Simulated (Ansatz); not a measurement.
# Energy of C along a strain of the cell

System: C (2 atoms in the cell).
Method: DFT LDA, scalar-relativistic, plane waves, PAW, no spin polarisation (Ansatz 0.2.0).

The 9 runs differ only in the geometry, by a strain of the cell at fixed fractional positions. Against run 5, the strain is εxx = η and εyy = η. The structure derives from a Materials Project entry.

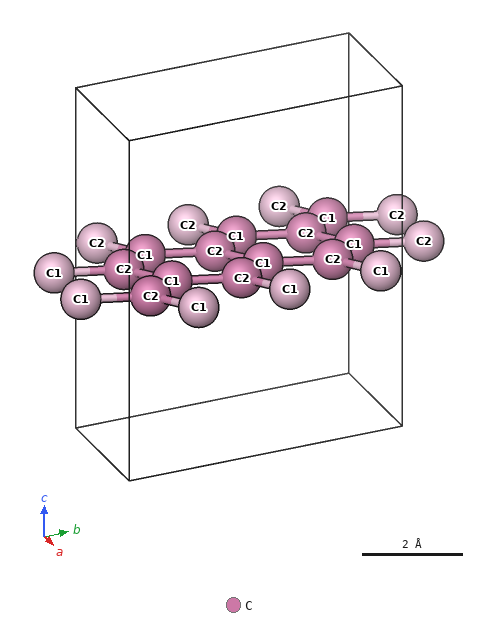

Figure 1. The structure of run 5 (ball-and-stick view of the 2 × 3 repeat of the cell, with the vacuum cut short, seen slightly off an axis; neighbours outside the cell are drawn fainter; atoms are numbered from 1 in the order of the input).

## Input of run 5
```yaml
crystal:
  lattice:
    - [2.4789, 0.0, 0.0]
    - [-1.23945, 2.1467903734, 0.0]
    - [0.0, 0.0, 8.0977]
  atoms:
    - { symbol: C, position: [0.3333333333, 0.6666666667, 0.0] }
    - { symbol: C, position: [0.6666666667, 0.3333333333, 0.0] }
basis:
  ecutwfc: 520.0
kpoints:
  mp_grid: { grid: [21, 21, 6] }
hamiltonian:
  xc: lda
scf:
  occupations: { method: gaussian, width: 0.15 }
output:
  forces: true
  stress: true
  eigenvalues: true
```

Command:
```bash
ansatz run input.yaml --threads 1 --pin off --max-ram 2048MiB --backend cpu --events-out ev --progress --plain --runs-dir out
```

Lattice vectors (Å) and fractional positions of run 5:
```
   2.478900    0.000000    0.000000
  -1.239450    2.146790    0.000000
   0.000000    0.000000    8.097700
C   0.333333  0.666667  0.000000
C   0.666667  0.333333  0.000000
```

Run 2 differs from it as follows:
```diff
-    - [2.4789, 0.0, 0.0]
-    - [-1.23945, 2.1467903734, 0.0]
+    - [2.3762, 0.0, 0.0]
+    - [-1.1881, 2.0578495645, 0.0]
```

## Results, with one run withheld

```tsv
run	strain parameter η (%)	free energy per atom, from the lowest run given (meV)	pressure (GPa)
1	−8.2859	413.27	35.33
2	−4.1430	?	?
3	−2.7633	14.37	5.38
4	−1.3809	0.00	0.01
5	0.0000	13.24	−4.68
6	1.3796	51.22	−8.76
7	2.7593	111.34	−12.31
8	4.1430	191.53	−15.38
9	5.5226	289.12	−18.00
```

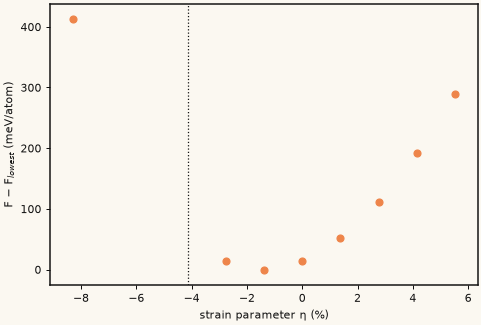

Figure 2. Free energy per atom of the runs given; the dotted line marks run 2.

Estimate the energy of run 2 from the others.

A cubic polynomial in the coordinate, fitted to the 8 runs given, misses them by at most 0.49 meV per atom. With x = η − 0.1718, it reads F = 16.243 + 21.184 x + 6.5268 x² − 0.1806 x³ (meV per atom). At run 2 it gives 60.86 meV per atom, and the run itself gives 59.34. The fit has its minimum at η = −1.3544 %. So low a polynomial doesn't follow these energies more closely.

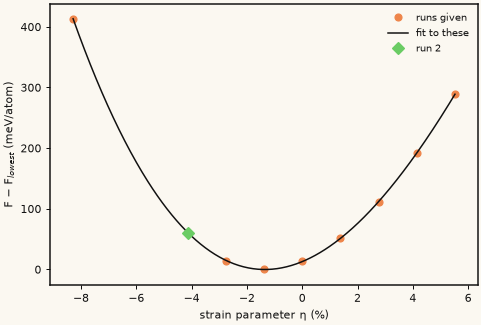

Figure 3. The fit and the withheld run.

## Output, shortened to warnings, some set-up lines, iterations and results (run 2)
```
Basis set: ecut = 520 eV, 1093 PW (Γ)
Symmetry: 24 space group operations
k-points: 192 of 2646
Initial density: superposition of atomic densities (neutral atoms: chi_scale 0, normalization atom), corrected by the library's trained network
[...]
SCF iter   1: F=—  HF=-485.805941 eV  |F-HF|=—  |Δ(HF+E_count)|=         —  Δρ=4.29e-3  dr2=2.85e-3  ethr=1.77e-3  ⟨swp⟩=5.9  Hψ=11419  notcnv=0
SCF iter   2: F=—  HF=-485.806521 eV  |F-HF|=—  |Δ(HF+E_count)|=   5.80e-4  Δρ=2.34e-3  dr2=1.33e-3  ethr=3.56e-5  ⟨swp⟩=1.7  Hψ=3254  notcnv=0
SCF iter   3: F=—  HF=-485.806833 eV  |F-HF|=—  |Δ(HF+E_count)|=   3.12e-4  Δρ=1.95e-4  dr2=3.19e-5  ethr=1.66e-5  ⟨swp⟩=2.3  Hψ=2161  notcnv=0
SCF iter   4: F=—  HF=-485.806960 eV  |F-HF|=—  |Δ(HF+E_count)|=   1.27e-4  Δρ=3.82e-5  dr2=5.14e-7  ethr=3.99e-7  ⟨swp⟩=2.4  Hψ=2643  notcnv=0
SCF iter   5: F=-485.806970 eV  HF=-485.806970 eV  |F-HF|=1.96e-8  |Δ(HF+E_count)|=   1.02e-5  Δρ=8.38e-6  dr2=1.50e-8  ethr=6.43e-9  ⟨swp⟩=2.3  Hψ=2365  notcnv=0
SCF iter   6: F=-485.806970 eV  HF=-485.806970 eV  |F-HF|=8.27e-10  |Δ(HF+E_count)|=   2.27e-8  Δρ=2.05e-6  dr2=3.63e-10  ethr=1.87e-10  ⟨swp⟩=4.6  Hψ=8712  notcnv=0
SCF 1 converged in 6 iterations: F = -485.806970 eV  dr2 = 3.63e-10
SCF converged after 6 iterations
Free energy (F): -485.806970 eV
Harris-Foulkes:  -485.806970 eV  (|F-HF|=8.27e-10)
Internal energy: -485.806203 eV  (E = F + TS)
E sigma→0 (E₀):  -485.806587 eV
Entropy (-TS):   -0.000768 eV (-0.384 meV/atom)
Fermi energy:    0.679450 eV
--- Per-component energies (eV) ---
  E_band       = -70.472608
  E_kinetic    = 188.282076
  E_local      = -1204.575096  (includes V_loc(G=0)·N_el)
  E_nonlocal   = 58.763811
  E_hartree    = 511.731933
  E_xc         = -96.591258
  E_vxc        = -120.160034  (∫ρ·V_xc dr)
  E_paw        = -184.570741  (= ΣΔE_a)
  E_vpaw       = -16.247196  (= ΣTr[D̂ρ^β])
  E_aug_tail   = 0.000013  (compensation charges beyond the density's cutoff)
  E_ewald      = 241.027395
  E_core_change = 0.125665  (= ΣΔE_core)
  E_smearing   = -0.000768  (= −TS)
  E_closure    = 0.000000  (closes the sum)
  Σ components = -485.806970   (vs F -485.806970, Δ=0.00e0)
--- Forces (eV/Å), atoms counted from 1 ---
  atom   1  C     -0.00000000    -0.00000000     0.00000000
  atom   2  C     -0.00000000     0.00000000     0.00000000
  max |Σ_I F_I| component: 1.11e-16 eV/Å
--- Stress (GPa, compression-positive) ---
       17.247828       0.000000       0.000000
        0.000000      17.247828       0.000000
        0.000000       0.000000       0.000187
  P = ⅓ Tr σ = 11.4986 GPa (114.986 kbar)
```
